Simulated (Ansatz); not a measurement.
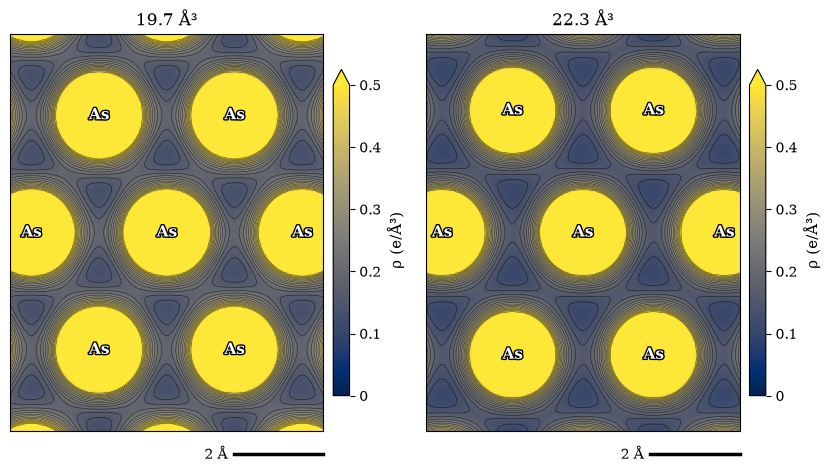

As. The valence charge density (pseudo) of cells scaled evenly to different volumes (given per atom above each panel), on the (010) plane of each (indices in the axes of the cell below), at one length scale and on one colour scale.

A generated structure, not necessarily the stable one; computed without spin polarisation.

The calculation used Ansatz, DFT, BLYP, plane waves (420 eV) with PAW, scalar-relativistic.

In a PAW calculation such maps are meaningful between the atoms, not at the nuclei.

The largest cell:

```
CELL_PARAMETERS angstrom
0.00000 2.23412 2.23412
2.23412 0.00000 2.23412
2.23412 2.23412 0.00000
ATOMIC_POSITIONS crystal
As 0.00000 0.00000 0.00000
```

| volume (Å³/atom) | As–As contact in the plane (Å) | ρ at its midpoint (e/Å³) | pressure (GPa) | 
| --- | --- | --- | --- |
| 19.73 | 3.033 | 0.191 | 5.9 | 
| 20.59 | 3.076 | ? | ? | 
| 22.30 | 3.160 | 0.155 | −2.2 | 

Q: Estimate the missing row, and compare with the calculation.

A: Over the known rows ln ρ falls by 1.64 per Å of As–As distance (the line through the two), which gives 0.178 e/Å³ at 3.076 Å; the calculation gives 0.178 e/Å³. For the pressure, a straight line in volume between the neighbouring rows gives 3.2 GPa; the calculation gives 2.6, lower because pressure rises ever faster on compression.
